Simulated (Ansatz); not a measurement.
**Single-point calculation of ZnSe (part 1 of 2)**

ZnSe (32 atoms in the cell), computed with DFT PBE, scalar-relativistic, plane waves, PAW, no spin polarisation (Ansatz 0.2.0).

The structure derives from a Materials Project entry. It belongs to a series of runs on one base structure; here: the perfect crystal in a cell of 32 atoms.

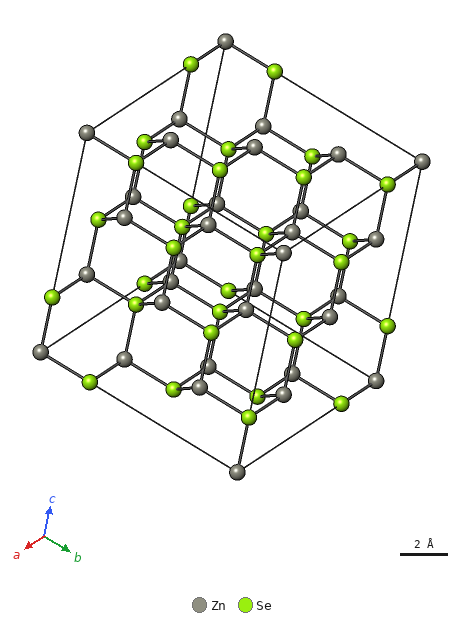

Fig. 1: The input geometry (ball-and-stick view of the cell of the calculation, seen at an oblique angle). Near neighbours in the crystal (not all of them lie inside the picture): Zn has 4 Se at 2.48 Å; Se has 4 Zn at 2.48 Å.

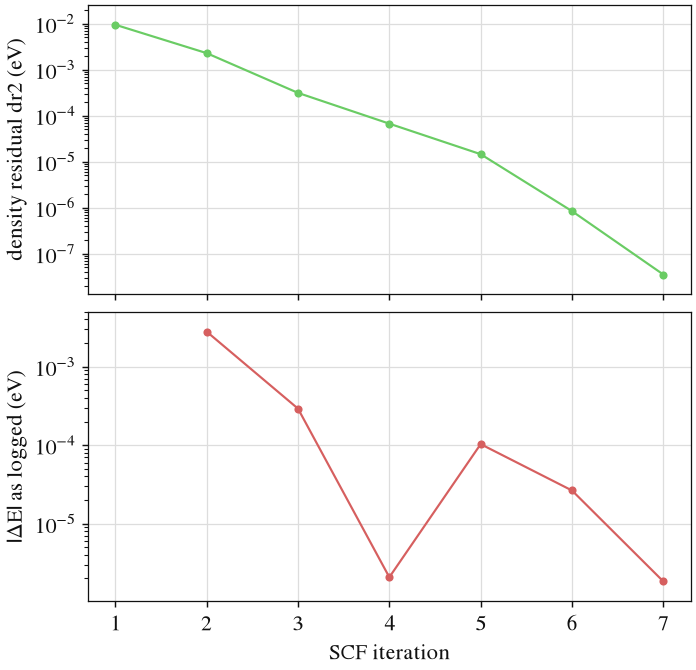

Fig. 2: Convergence of the self-consistent field: density residual dr2 and size of the energy change against the SCF iteration. The residual falls at every step.

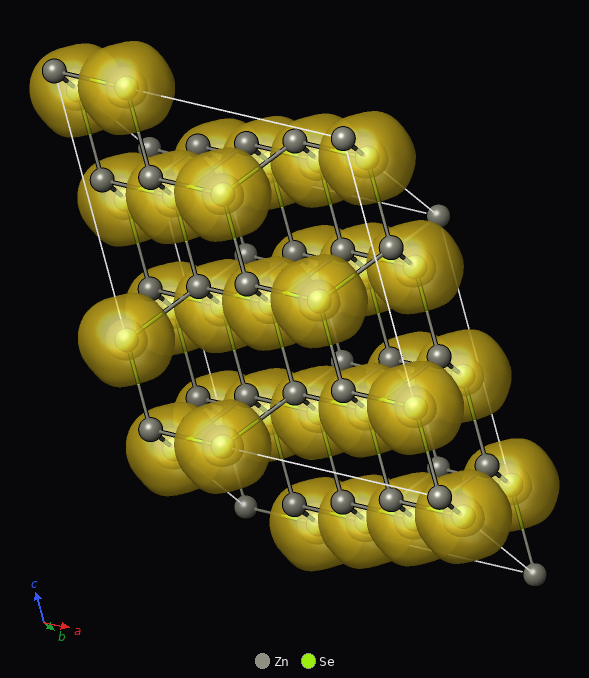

Fig. 3: Isosurface of the electron localisation function at 0.65 (yellow), seen at an oblique angle. Core shells and regions of very low density are left out. Sticks mark near contacts. The outline is the calculation cell. Along the contacts the grid gives the following. Zn–Se (2.48 Å): the ELF is about 0.60 at the midpoint. Core electrons are frozen (PAW), so the fields are smoothed inside the atomic spheres.

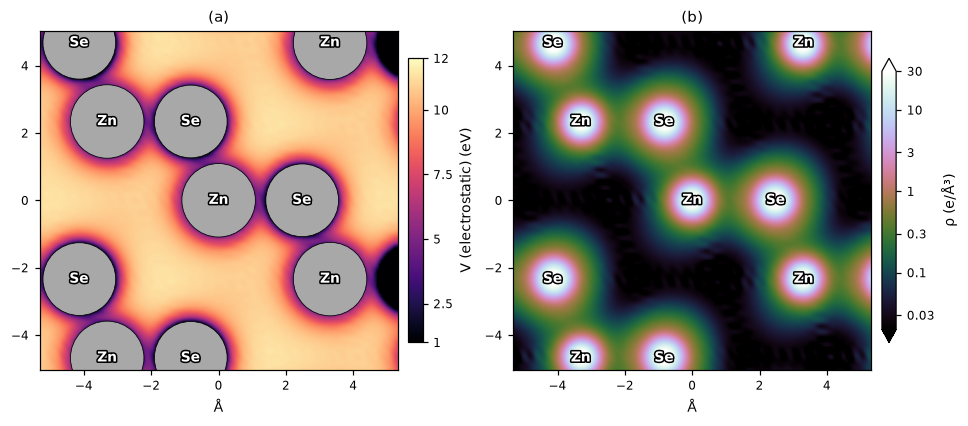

Fig. 4: (a) electrostatic potential (local pseudopotential plus Hartree) felt by an electron; (b) valence charge density (pseudo) on the (100) plane of the calculation cell. Grey discs, where drawn, cover atomic cores. The plane passes through Zn and Se nuclei. Zn–Se (2.48 Å): ρ at the midpoint is about 0.44 e/Å³. The density dies away to nearly zero in the voids. Outside the cores the potential energy rises away from the atoms and is highest about 2.3 Å from the nearest atoms; outside the discs it spans about 10 eV, and its zero is arbitrary.

The input and output of the run follow.

**Input file**
```yaml
crystal:
  lattice:
    - [-5.7317610682, 5.7317610682, -5.7317610682]
    - [5.7317610682, 5.7317610682, 5.7317610682]
    - [5.7317610682, -5.7317610682, -5.7317610682]
  atoms:
    - { symbol: Zn, position: [0.25, 0.25, 0.5] }
    - { symbol: Zn, position: [0.0, 0.5, 0.5] }
    - { symbol: Zn, position: [0.5, 0.25, 0.25] }
    - { symbol: Zn, position: [0.75, 0.75, 0.5] }
    - { symbol: Zn, position: [0.25, 0.5, 0.25] }
    - { symbol: Zn, position: [0.5, 0.0, 0.5] }
    - { symbol: Zn, position: [0.0, 0.75, 0.25] }
    - { symbol: Zn, position: [0.75, 0.25, 0.0] }
    - { symbol: Zn, position: [0.5, 0.5, 0.0] }
    - { symbol: Zn, position: [0.75, 0.0, 0.25] }
    - { symbol: Zn, position: [0.0, 0.25, 0.75] }
    - { symbol: Zn, position: [0.25, 0.75, 0.0] }
    - { symbol: Zn, position: [0.0, 0.0, 0.0] }
    - { symbol: Zn, position: [0.75, 0.5, 0.75] }
    - { symbol: Zn, position: [0.5, 0.75, 0.75] }
    - { symbol: Zn, position: [0.25, 0.0, 0.75] }
    - { symbol: Se, position: [0.25, 0.25, 0.75] }
    - { symbol: Se, position: [0.0, 0.5, 0.75] }
    - { symbol: Se, position: [0.5, 0.25, 0.5] }
    - { symbol: Se, position: [0.75, 0.75, 0.75] }
    - { symbol: Se, position: [0.25, 0.5, 0.5] }
    - { symbol: Se, position: [0.5, 0.0, 0.75] }
    - { symbol: Se, position: [0.0, 0.75, 0.5] }
    - { symbol: Se, position: [0.75, 0.25, 0.25] }
    - { symbol: Se, position: [0.5, 0.5, 0.25] }
    - { symbol: Se, position: [0.75, 0.0, 0.5] }
    - { symbol: Se, position: [0.0, 0.25, 0.0] }
    - { symbol: Se, position: [0.25, 0.75, 0.25] }
    - { symbol: Se, position: [0.0, 0.0, 0.25] }
    - { symbol: Se, position: [0.75, 0.5, 0.0] }
    - { symbol: Se, position: [0.5, 0.75, 0.0] }
    - { symbol: Se, position: [0.25, 0.0, 0.0] }
basis:
  ecutwfc: 420
  xc_grid: 2
kpoints:
  mp_grid: { grid: [3, 3, 3], shift: [0.0, 0.0, 0.0] }
hamiltonian:
  xc: pbe
scf:
  occupations: { method: gaussian, width: 0.01 }
output:
  forces: true
  stress: true
  eigenvalues: true
  write_density: true
  write_potential: true
  elf: true
  volumetric_format: npy
```

Command:
```bash
ansatz run input.yaml --threads 4 --pin off --max-ram 8192MiB --backend cpu --events-out ev --progress --plain --runs-dir out
```

**Output**
```
Engine: ansatz 0.2.0, x86_64-unknown-linux-gnu
Pseudopotentials: kind: paw
Pseudopotential: Zn, paw, valence charge 12, recommended cutoff 420 eV (normal), Zn.paw.azcp
Pseudopotential: Se, paw, valence charge 16, recommended cutoff 420 eV (normal), Se.paw.azcp
Functional definition: PBE
  parameter kappa = 0.804
  parameter beta = 0.06672455060314922
  exchange = pbe_x(kappa = kappa, mu = beta*pi^2/3)
  correlation = pbe_c(beta = beta)
Crystal: 32 atoms, lattice volume = 753.224 Å³
Basis set: ecut = 420 eV, 14771 PW (Γ), exchange–correlation on 144×144×144 points (8 copies of the dense FFT grid, shifted against one another)
Bands: 269, of which v1, the nominal top of the filled ones, is band 224 counted from 1 (223 counted from 0)
Symmetry: 384 space group operations
Space group: F-43m (ITA 216), of the structure as read, at distance tolerance 9.1e-5 Å
k-points: 4 of 27 (time reversal used)
Non-local potential: Zn, projectors of the file, l = 0: 2, l = 1: 2, l = 2: 3, l = 3: 1
Non-local potential: Se, projectors of the file, l = 0: 2, l = 1: 2, l = 2: 3, l = 3: 1
PAW form: soft (Blöchl's): semilocal exchange-correlation on the pseudo side does not see the compensation charge
PAW one-centre angular grid: Zn, 590 points (default); XC on 64 Gauss nodes
PAW one-centre angular grid: Se, 590 points (default); XC on 64 Gauss nodes
Initial density: superposition of atomic densities (neutral atoms: chi_scale 0, normalization atom), corrected by the library's trained network
Initial wavefunctions: pseudopotential atomic-orbital guess
Functional: x = pbe(κ = 0.804, μ = 0.2195149727645171), c = pbe(β = 0.06672455060314922)
SCF iter   1: F=—  HF=-140632.589731 eV  |F-HF|=—  |Δ(HF+E_count)|=         —  Δρ=8.59e-4  dr2=9.45e-3  ethr=1.77e-3  ⟨swp⟩=6.0  Hψ=4169  notcnv=0  defer=8
preconditioner: auto → Resta (q_TF=auto, 2.502 Å⁻¹)  ε∞=5.5  [insulator: Δε(μ)=1.147 eV  Ē_g=10.820 eV  σ=0.010 eV  W_gap=1.00  n_scr=200 (ndim 8)  ℏωp=23.0 eV  f_vac=0.130  D(μ)=0.00/eV (n_scr^D=0)  ε∞_Penn≈5.5]
SCF iter   2: F=—  HF=-140632.586929 eV  |F-HF|=—  |Δ(HF+E_count)|=   2.80e-3  Δρ=4.51e-4  dr2=2.28e-3  ethr=2.11e-6  ⟨swp⟩=2.0  Hψ=1841  notcnv=0  defer=154
SCF iter   3: F=—  HF=-140632.587221 eV  |F-HF|=—  |Δ(HF+E_count)|=   2.92e-4  Δρ=2.16e-4  dr2=3.12e-4  ethr=5.10e-7  ⟨swp⟩=2.0  Hψ=1517  notcnv=0  defer=154
SCF iter   4: F=—  HF=-140632.587219 eV  |F-HF|=—  |Δ(HF+E_count)|=   2.07e-6  Δρ=8.92e-5  dr2=6.68e-5  ethr=6.97e-8  ⟨swp⟩=2.0  Hψ=1486  notcnv=0  defer=154
SCF iter   5: F=—  HF=-140632.587116 eV  |F-HF|=—  |Δ(HF+E_count)|=   1.03e-4  Δρ=3.92e-5  dr2=1.45e-5  ethr=1.49e-8  ⟨swp⟩=2.0  Hψ=1498  notcnv=0  defer=154
SCF iter   6: F=—  HF=-140632.587142 eV  |F-HF|=—  |Δ(HF+E_count)|=   2.64e-5  Δρ=1.08e-5  dr2=8.38e-7  ethr=3.24e-9  ⟨swp⟩=2.0  Hψ=1498  notcnv=0  defer=154
SCF iter   7: F=-140632.587144 eV  HF=-140632.587144 eV  |F-HF|=6.34e-8  |Δ(HF+E_count)|=   1.83e-6  Δρ=2.47e-6  dr2=3.51e-8  ethr=2.23e-11  ⟨swp⟩=11.2  Hψ=8228  notcnv=0
SCF 1 converged in 7 iterations: F = -140632.587144 eV  dr2 = 3.51e-8
  greatest PAW one-centre occupation: 1.000 electrons in one spin orbital (limit 2), on the Se atom at site 31 (counted from 0), in its partial waves of l = 2
SCF converged after 7 iterations
Free energy (F): -140632.587144 eV
Harris-Foulkes:  -140632.587144 eV  (|F-HF|=6.34e-8)
Internal energy: -140632.587144 eV  (E = F + TS)
E sigma→0 (E₀):  -140632.587144 eV
Fermi energy:    6.900999 eV
--- Per-component energies (eV) ---
  E_band       = -6265.642642
  E_kinetic    = 3989.512966
  E_local      = -71063.711571  (includes V_loc(G=0)·N_el)
  E_nonlocal   = 299.022224
  E_hartree    = 32883.160754
  E_xc         = -3856.558383
  E_vxc        = -2394.603681  (∫ρ·V_xc dr)
  E_paw        = -59836.242379  (= ΣΔE_a)
  E_vpaw       = -2862.158604  (= ΣTr[D̂ρ^β])
  E_aug_tail   = -0.014960  (compensation charges beyond the density's cutoff)
  E_ewald      = -43047.755793
  E_smearing   = -0.000000  (= −TS)
  E_closure    = 0.000000  (closes the sum)
  Σ components = -140632.587144   (vs F -140632.587144, Δ=0.00e0)
--- Forces (eV/Å), atoms counted from 1 ---
  atom   1  Zn     0.00000000     0.00000000     0.00000000
  atom   2  Zn     0.00000000    -0.00000000    -0.00000000
  atom   3  Zn     0.00000000    -0.00000000    -0.00000000
  atom   4  Zn     0.00000000    -0.00000000     0.00000000
  atom   5  Zn     0.00000000     0.00000000     0.00000000
  atom   6  Zn     0.00000000    -0.00000000    -0.00000000
  atom   7  Zn     0.00000000     0.00000000    -0.00000000
  atom   8  Zn     0.00000000    -0.00000000     0.00000000
  atom   9  Zn     0.00000000    -0.00000000    -0.00000000
  atom  10  Zn     0.00000000    -0.00000000     0.00000000
  atom  11  Zn     0.00000000    -0.00000000    -0.00000000
  atom  12  Zn     0.00000000     0.00000000    -0.00000000
  atom  13  Zn     0.00000000     0.00000000    -0.00000000
  atom  14  Zn     0.00000000    -0.00000000     0.00000000
  atom  15  Zn     0.00000000    -0.00000000    -0.00000000
  atom  16  Zn     0.00000000    -0.00000000    -0.00000000
  atom  17  Se    -0.00000000     0.00000000    -0.00000000
  atom  18  Se     0.00000000     0.00000000    -0.00000000
  atom  19  Se     0.00000000     0.00000000     0.00000000
  atom  20  Se    -0.00000000     0.00000000     0.00000000
  atom  21  Se     0.00000000     0.00000000    -0.00000000
  atom  22  Se    -0.00000000     0.00000000     0.00000000
  atom  23  Se     0.00000000     0.00000000    -0.00000000
  atom  24  Se     0.00000000     0.00000000     0.00000000
  atom  25  Se     0.00000000     0.00000000     0.00000000
  atom  26  Se     0.00000000     0.00000000     0.00000000
  atom  27  Se    -0.00000000     0.00000000    -0.00000000
  atom  28  Se    -0.00000000     0.00000000    -0.00000000
  atom  29  Se     0.00000000     0.00000000    -0.00000000
  atom  30  Se     0.00000000     0.00000000     0.00000000
  atom  31  Se    -0.00000000     0.00000000     0.00000000
  atom  32  Se    -0.00000000     0.00000000    -0.00000000
  max |Σ_I F_I| component: 4.57e-17 eV/Å
--- Stress (GPa, compression-positive) ---
        0.028263       0.000000      -0.000000
        0.000000       0.028263      -0.000000
       -0.000000      -0.000000       0.028263
  P = ⅓ Tr σ = 0.0283 GPa (0.283 kbar)
--- Band table (eV) ---
```
